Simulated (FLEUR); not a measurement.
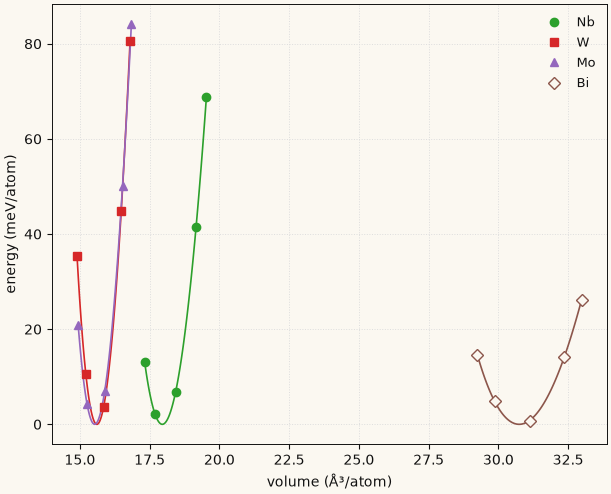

Method: all-electron LAPW DFT, no spin polarisation; energies at scaled volumes of the given cell, shape and fractions fixed, counted from the fit's minimum, third-order Birch-Murnaghan fit (FLEUR MaX-R8.1 (later development tree)). Level: SCAN.

occupations Fermi–Dirac; smearing width 0.05 eV; potentials all electron.

Energy against volume, with one curve for each element, for Bi, Mo, Nb and W (all in space group Im-3m (No. 229)).

Settings that differ: Nb: k mesh 11×11×11; W: k mesh 12×12×12; Mo: k mesh 12×12×12; Bi: k mesh 9×9×9.

The fitted equilibrium volumes, smallest first, are Mo 15.529, W 15.609, Nb 17.954, Bi 30.745 Å³/atom. The fitted bulk moduli, smallest first, are Bi 58.5, Nb 178.8, Mo 278.1, W 323.0 GPa.

Keep in mind: spin-orbit coupling left out, heavy elements (Bi).
